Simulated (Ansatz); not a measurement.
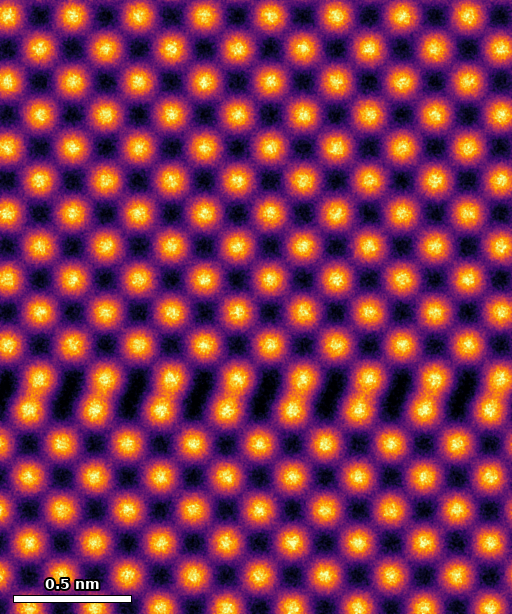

Dark-field STEM-like image of Ge (Fd-3m, No. 227) along [001]. Simulation: incoherent imaging, intensity Z^1.8 per atom, probe width 1.26 Å, thin sample. The probe carries 15 % of its weight in a tail 2.5 times as wide. Shot noise was added.

One planar defect was built into the perfect crystal by geometry alone, without relaxation. Host structure: the geometry given to an electronic-structure calculation, possibly off equilibrium.

**Where does the periodic pattern break, and how?**

A planar fault (a stacking fault) runs horizontally about 17 Å below the top edge. The part above it is shifted along the boundary by 2/3 of the 2.83 Å repeat of the rows (1.9 Å to the right, the same as 0.9 Å to the left); both parts keep the same orientation.
